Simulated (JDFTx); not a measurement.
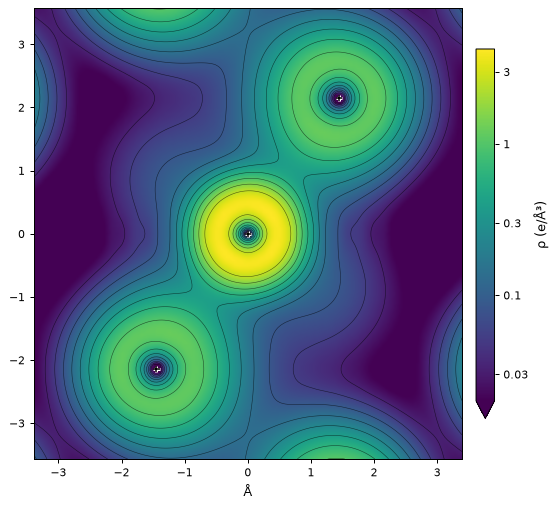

The valence charge density (pseudo) on a plane through atoms (crosses mark nuclei in the plane).

Method: Kohn-Sham DFT of a periodic cell, PBE, PseudoDojo-SR-PBE-0.5-standard (JDFTx).

Candidates:
A. NaI, a = 6.47 Å, b = 6.47 Å, c = 6.47 Å, α = 90.00°, β = 90.00°, γ = 90.00°. Space group Fm-3m.
B. ZrS2, a = 3.72 Å, b = 3.72 Å, c = 6.08 Å, α = 90.00°, β = 90.00°, γ = 120.00°. Space group P-3m1; a structure from a database of computed crystals, not necessarily the ambient phase.
C. Os, a = 4.74 Å, b = 2.73 Å, c = 4.32 Å, α = 90.00°, β = 90.00°, γ = 90.00°. Space group P-1; changed on purpose from its base cell (atoms moved at random by about 0.05 A); not relaxed (largest force 1.1 eV/Å); computed pressure about 9 GPa in this cell.

Which system is this?

Answer. Candidate B: ZrS2 on the (110) plane of the conventional cell, which holds Zr and S. Zr–S (2.59 Å): ρ is about 0.42 e/Å³ halfway.
